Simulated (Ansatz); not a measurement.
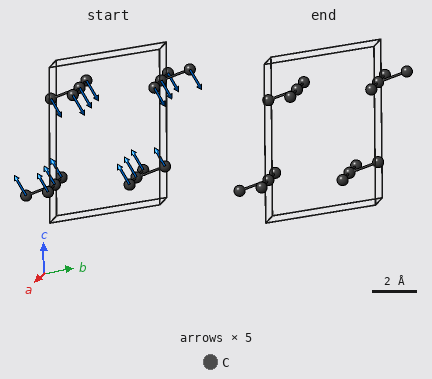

The structure of crystalline C (a generated structure, set up in P-1) before (left) and after (right) a relaxation, at one scale. The blue arrows give the displacements (the part carried along by the change of the cell is left out), magnified 5 times.

Style: ball-and-stick. Shown: the cell of the calculation, slightly off an axis.

All numbers below come from DFT PBE, scalar-relativistic, plane waves, PAW (Ansatz 0.2.0). (plane-wave cutoff 420 eV; k-point mesh 30 × 10 × 6; occupations gaussian; smearing width 0.1 eV; no spin polarisation; cell and atoms relaxed; force threshold 0.01 eV/Å; at most 80 steps)

Question: Describe what moved and what it gained.

Answer: The run was cut off at its time limit before the relaxation converged, so the last structure is only a point on the way. After 2 accepted moves (3 points after the start) the energy has fallen by 16.2 meV per atom. Largest force component: 0.15 eV/Å at the start, 0.0048 eV/Å at the end. The pressure goes from 0.30 to 0.07 GPa. The line search rejected the trial step at point 2 of the run. The largest moves relative to the cell, 0.23 Å, are those of C atoms. The drawn cell changes as follows: a 1.449 → 1.447 Å (−0.1 %), b 5.387 → 5.363 Å (−0.4 %), c 7.471 → 7.616 Å (+1.9 %), α 77.4° → 78.0°; the volume changes by +1.5 %. The space group stays P-1 (No. 2).
